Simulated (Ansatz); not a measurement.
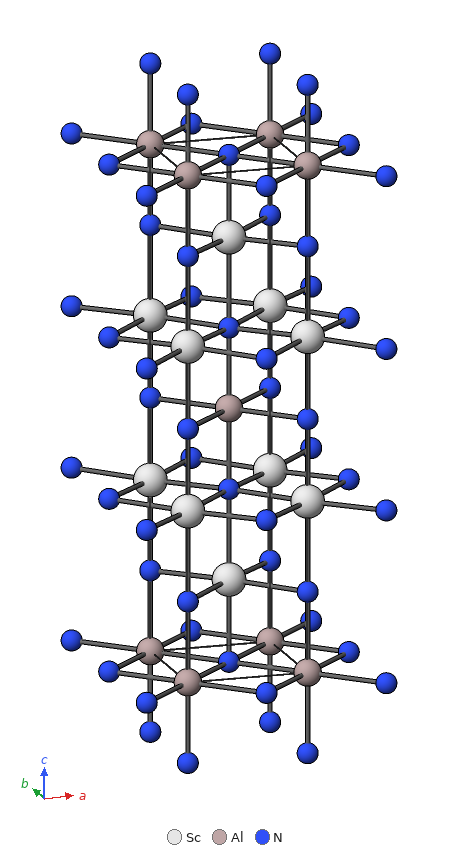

The figure gives a ball-and-stick picture of the atoms, viewed slightly off an axis. The wireframe shows the conventional unit cell. A few atoms beyond the faces are included. Cell: a = 3.12 Å, b = 3.12 Å, c = 13.07 Å, α = 90.00°, β = 90.00°, γ = 90.00°.

Starting structure: a structure type filled with these elements by a generator (whether the compound takes this form wasn't checked). Earlier steps of the study may have refined or changed the cell and positions. It was run through Ansatz as a DFT input.

Explain the picture.

Answer. The formula is Sc$_{2}$AlN$_{3}$. The lattice is body-centred tetragonal and the space group I4/mmm (No. 139). Counting shared atoms by their share gives 4 Sc, 2 Al, 6 N, or 12 atoms. The coordination shell of Sc holds six N in a distorted octahedral arrangement at about 2.1 to 2.3 Å. Each Al atom is coordinated by six N in a distorted octahedral arrangement at about 2.1 to 2.2 Å. N takes two kinds of site: 4e with five Sc and one Al in a distorted octahedral arrangement (about 2.2 to 2.3 Å to Sc, 2.1 Å to Al); 2b with four Al and two Sc in an octahedral arrangement (about 2.2 Å to Al, 2.1 Å to Sc). The bonds build a three-dimensional framework.

Level of theory: Ansatz, DFT PBE, scalar-relativistic, plane waves, PAW. Settings were an energy cutoff of 420 eV, k-points about 0.18 Å⁻¹ apart, Gaussian smearing of 0.02 eV, no spin polarisation.

Is the electronic structure metallic or gapped?

Answer. A semiconductor at this level, with a gap of 0.31 eV, indirect.

How are the electrons shared out in a Bader analysis?

Answer. Sc +1.82 e; Al +2.41 e; N -2.17 to -1.94 e.

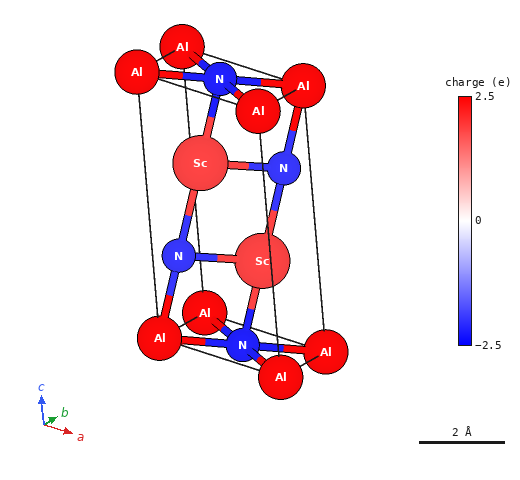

The atoms coloured by those charges. The run's cell of 6 atoms is drawn in a reduced setting, so axes and origin can differ from the first picture.

Does the calculation find this structure at rest?

Answer. Yes. All forces vanish to within 0.01 eV/Å. The pressure is 0.0 GPa, close to zero.
